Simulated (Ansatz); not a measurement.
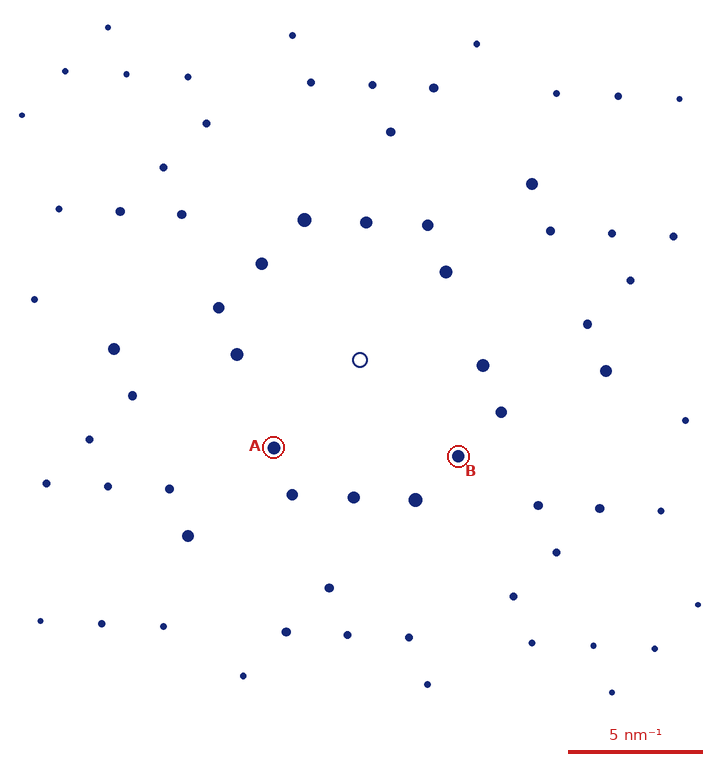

Kinematic zone-axis pattern, calculated for 200 keV electrons with B = 0.8 Å². Two individuals of a reflection twin are superposed (a geometric construction: whether this twin forms is not tested). Crystal: Co, space group Pm-3n (No. 223), a = 4.33 Å, zone axis [210]. Structure: the input geometry of an electronic-structure calculation (not necessarily at equilibrium); the starting structure was generated, so it need not be a known form of this composition.

In the first individual spot A is 0 0 -2 and spot B is -1 2 0.

On which plane is the crystal twinned?

(1-21). The spot positions of the combined pattern are mirror-symmetric about the row through 1 -2 1 (d = 1.770 Å), which both individuals share, while a single individual has only symmetry 2mm without that mirror line. Friedel's law adds the mirror line at right angles, so a twin on (1-2-5) would give the same picture; the more widely spaced plane was used.

Which other reflections coincide?

Off the common row, 1 -2 4, 2 -4 -1, 1 -2 -5 and their kin fall on spots of the second individual; about 25 % of the first individual's visible spots are shared.
